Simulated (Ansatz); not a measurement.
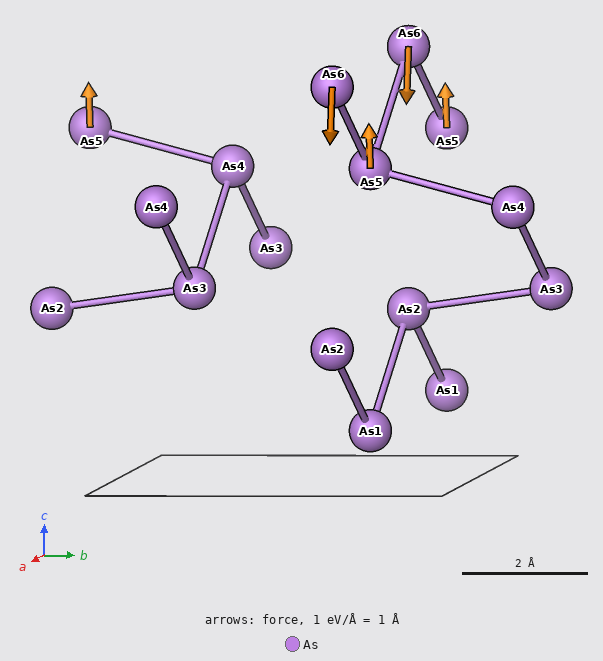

Starting geometry of a slab of composition As (cut from the Cmce phase) with the computed forces as orange arrows. Style: ball-and-stick. Shown: the cell of the calculation, outlined in the plane, without the vacuum, slightly off an axis.

Case: clean slab, lower half held. The slab is the (0 0 1) face of As. 3 atoms are held fixed.

The calculation used DFT PBEsol, scalar-relativistic, plane waves, PAW in Ansatz. Set-up: plane-wave cutoff 420 eV; k-point mesh 8 × 6 × 1; occupations gaussian; smearing width 0.1 eV; no spin polarisation; dipole correction; atoms relaxed in a fixed cell; force threshold 0.03 eV/Å; at most 70 steps.

Q: What follows when this structure is relaxed?

A: It isn't relaxed: the largest force vector, on As6, is 0.97 eV/Å. The final displacements have little in common with the starting forces (cosine between the two patterns 0.16). The largest move is that of As6, 1.52 Å at 66° to the normal (−c side). The cell stays as it was. Some distances before and after: As4–As6 3.692 → 2.518 Å, As3–As5 3.692 → 2.926 Å, As4–As5 2.479 → 2.676 Å, As3–As4 2.500 → 2.538 Å. Bond angles that change, for instance: As4–As5–As6 97.4° → 108.2°, As2–As3–As4 97.4° → 88.5°, As3–As4–As5 97.4° → 99.8°. After 11 geometry steps the energy has fallen by 0.421 eV per cell of the calculation. Largest force component: 0.97 eV/Å at the start, 0.014 eV/Å at the end.
